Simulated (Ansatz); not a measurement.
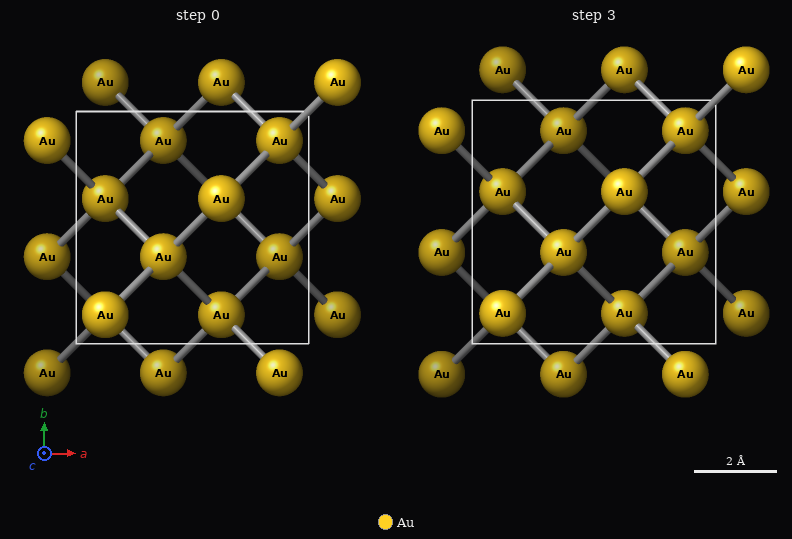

The structure of crystalline Au (a generated structure, set up in Fd-3m) before (left) and after (right) a relaxation, at one scale.

A ball-and-stick model of the conventional cell (4 times the calculation's cell), seen along the c axis. Lengths and directions refer to the drawn axes.

Phase: diamond.

All numbers below come from Ansatz, DFT, LDA (PW92), plane waves (420 eV) with PAW, scalar-relativistic. Set-up: plane-wave cutoff 420 eV; k-point mesh 10 × 10 × 10; occupations fermi dirac; smearing width 0.1 eV; no spin polarisation; cell and atoms relaxed; force threshold 0.01 eV/Å; at most 60 steps.

> Summarise the run.

The energy falls by 0.312 eV per cell of the calculation in 2 accepted moves (3 points after the start). All forces vanish by symmetry, so only the cell relaxes. Pressure: 16.81 GPa at the start and −0.04 GPa at the end. The SCF was repeated once at an unchanged geometry on a basis and grid sized afresh for the cell, which shifted the energy by 1.1 meV per cell of the calculation at most. No atom moves by more than 0.005 Å relative to the cell. The volume changes by +15.2 %, with a = b = c 5.679 → 5.953 Å (+4.8 %). Among the contacts that change: Au–Au 2.459 → 2.578 Å. The space group stays Fd-3m (No. 227). The program noted that a PAW file was made for another functional than the run's. Cost: 4.2 s on 2 threads of Arm Neoverse V2, with other jobs on the host, peak memory 0.33 GiB.
